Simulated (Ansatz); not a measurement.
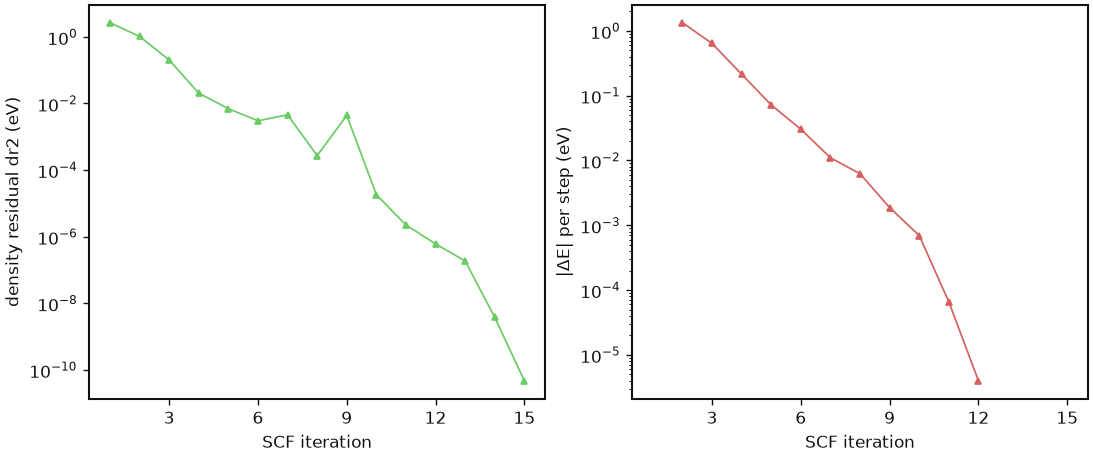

The plot shows the SCF iterations of a calculation: density residual dr2, step-to-step change of the Harris–Foulkes energy. Energy differences below 3 × 10⁻⁶ eV aren't drawn. dr2 is the charge part; the magnetisation has a residual of its own.

WSe$_{2}$ (6 atoms in the cell), run with Ansatz.

```
crystal:
  lattice:
    - [3.320672664387, 0.0, 0.0]
    - [-1.660336332193, 2.875786885011, 0.0]
    - [0.0, 0.0, 15.2692400593]
  atoms:
    - { symbol: W, position: [0.3333333333333, 0.6666666666667, 0.25], spin: 2.0 }
    - { symbol: W, position: [0.6666666666667, 0.3333333333333, 0.75], spin: 2.0 }
    - { symbol: Se, position: [0.3333333333333, 0.6666666666667, 0.6400904823] }
    - { symbol: Se, position: [0.6666666666667, 0.3333333333333, 0.1400904823] }
    - { symbol: Se, position: [0.3333333333333, 0.6666666666667, 0.8599095177] }
    - { symbol: Se, position: [0.6666666666667, 0.3333333333333, 0.3599095177] }
basis:
  ecutwfc: 420
  ecutrho_ratio: 4
kpoints:
  mp_grid: { grid: [10, 10, 2] }
hamiltonian:
  xc: pbe
  hubbard: { sites: [{ species: W, l: d, u_eff: -5.0 }] }
scf:
  occupations: { method: gaussian, width: 0.05 }
  max_iter: 80
output:
  forces: true
  stress: true
magnetization:
  spin_polarized: true
```

Command:
```bash
ansatz run input.yaml --threads 4 --pin off --max-ram 7168MiB --backend cpu --events-out ev --progress --plain --runs-dir out
```

Q: Was self-consistency reached?

A: The run converged; it took 15 iterations. The residual comes down, with one marked jump up, by a factor of about 15, at step 9. The program keeps the magnetisation out of the quasi-Newton mixer until iteration 7 and then restarts the mixer with it. From the first spectrum the program read the system as an insulator and chose the Resta preconditioner. The program put off closing at iteration 14, as the moment had not settled.

Q: Read the residual at the first and at the last step drawn.

A: It starts near 3 and ends near 5 × 10⁻¹¹ eV.

Q: Is anything amiss with this input?

A: The input holds a fault (an enormous or negative U). The SCF closed all the same, which doesn't make the results meaningful for the real system.
